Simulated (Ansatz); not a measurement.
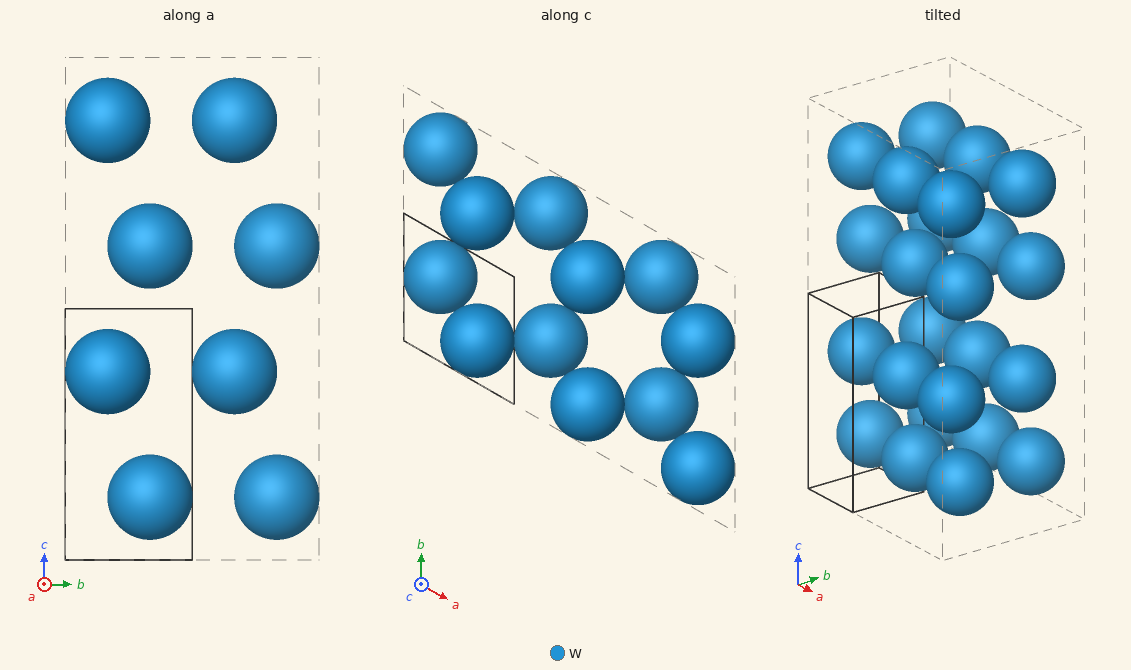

Spheres-only drawing of the structure, looking along the a axis, along the c axis and slightly off an axis. The solid frame is a single conventional unit cell within a 3×2×2 block. Cell: a = 2.869 Å, b = 2.869 Å, c = 4.921 Å, α = 90.00°, β = 90.00°, γ = 120.00°.

Characterise what is shown.

- The element is tungsten.
- The atoms follow space group P6_3/mmc (No. 194); the Bravais lattice is primitive hexagonal.
- It belongs to the family called hexagonal close-packed (Mg type).
- The cell holds two atoms.
- The neighbours of W are twelve W in an anticuboctahedral arrangement at about 2.9 to 3.0 Å.

The cell started as a structure listed in the Materials Project, with elements exchanged, so it need not be a known form of the compound. The cell was then strained or its atoms displaced on purpose. A calculation with Ansatz used it as input.

At this level of theory the cell isn't at rest (stretched, at -16 GPa), so its distances can differ from those at equilibrium, the more so the softer the solid.
